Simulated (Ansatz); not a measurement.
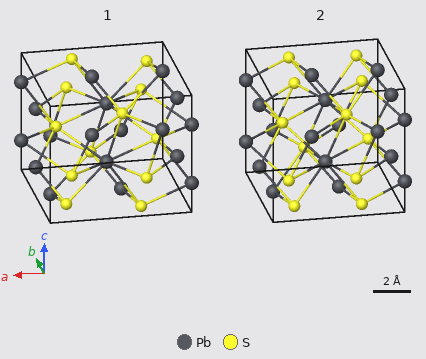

Two geometries of crystalline PbS (a generated structure, set up in I4/mcm), drawn at one scale. One is the start of a relaxation, the other its converged end. The picture is a ball-and-stick view of the conventional cell (2 times the calculation's cell), seen from a free direction. Lengths and directions refer to the drawn axes.

Level of theory: Ansatz 0.2.0, DFT, PAW plane waves, PBE. Settings: plane-wave cutoff 420 eV; k-point mesh 6 × 6 × 6; occupations fermi dirac; smearing width 0.1 eV; no spin polarisation; cell and atoms relaxed; force threshold 0.03 eV/Å; at most 80 steps.

### Which one is relaxed?

Structure 2 is the relaxed one. The start is a swapped structure. The energy falls by 1.542 eV per cell of the calculation in 5 accepted moves (6 points after the start). Largest force component: 1.1 eV/Å at the start, under 0.0001 eV/Å at the end. Pressure: 2.80 GPa at the start and 0.00 GPa at the end. At 1 point the geometry stayed and the basis and grid were re-selected for the new cell (energy shift of 1.3 meV per cell of the calculation at most each time). The largest moves relative to the cell, 0.42 Å, are those of S atoms. Pb stays in place. The drawn cell changes as follows: a = b 7.947 → 7.402 Å (−6.9 %), c 6.937 → 7.320 Å (+5.5 %); the volume changes by −8.5 %. Among the contacts that change: Pb–S 2.656 → 2.935 Å, Pb–S 3.397 → 3.210 Å. Among the angles between lasting bonds that change: Pb–S–Pb 81.5° → 77.1°, S–Pb–S 98.5° → 102.9°, S–Pb–S 115.2° → 112.9°. The space group stays I4/mcm (No. 140).
